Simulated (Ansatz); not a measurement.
The Ansatz input:

```
crystal:
  lattice:
    - [5.1373800813, 0.0, 0.0]
    - [0.0, 5.1373800813, 0.0]
    - [0.0, 0.0, 5.1373800813]
  atoms:
    - { symbol: Se, position: [0.0, 0.5, 0.5] }
    - { symbol: Se, position: [0.5, 0.0, 0.5] }
    - { symbol: Se, position: [0.5, 0.5, 0.0] }
    - { symbol: Se, position: [0.5, 0.5, 0.5] }
basis:
  ecutwfc: 420
kpoints:
  mp_grid: { grid: [10, 10, 10] }
  band_path:
    path:
      - [[0.0, 0.0, 0.0], [0.0, 0.5, 0.0], [0.5, 0.5, 0.0], [0.0, 0.0, 0.0], [0.5, 0.5, 0.5], [0.0, 0.5, 0.0]]
      - [[0.5, 0.5, 0.5], [0.5, 0.5, 0.0]]
    npoints: 14
hamiltonian:
  xc: pbe
scf:
  occupations: { method: gaussian, width: 0.1 }
  n_extra_bands: 10
output:
  forces: true
  stress: true
  eigenvalues: true
  populations: true
  dos: { projected: true, de: 0.02, nscf_kmesh: { grid: [12, 12, 12] } }
  bader: true
  write_density: true
  write_potential: true
  elf: true
  volumetric_format: npy
```

Command:
```bash
ansatz run input.yaml --threads 1 --pin off --max-ram 2560MiB --backend cpu --events-out ev --progress --plain --runs-dir out
```

What does the calculation give for the electronic structure?

It is a metal. The density of states at the Fermi level isn't well fixed here: it changes fast, and within 0.3 eV it runs from 4 to 10 per eV and cell. By projected weight, the states within 0.3 eV of the Fermi level are Se 4p almost alone. The tallest peak in the window is at −0.3 eV; by projected weight it is Se 4p almost alone.

The structure is an invented one, so it need not be a known or stable phase. The run has no spin polarisation, and a density of states this high at the Fermi level may favour a magnetic state.

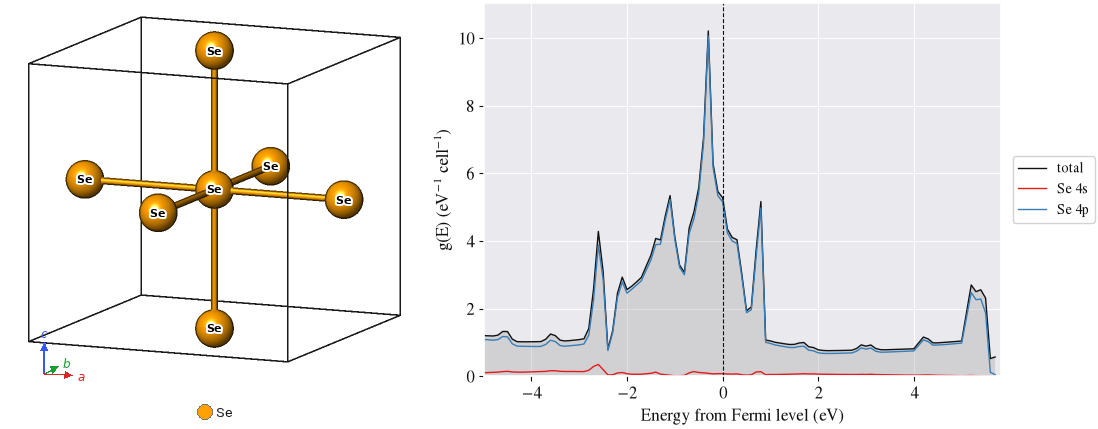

Density of states, beside the structure. Energies are counted from the Fermi level. The partial curves are projected on Löwdin-orthogonalised atomic shells.
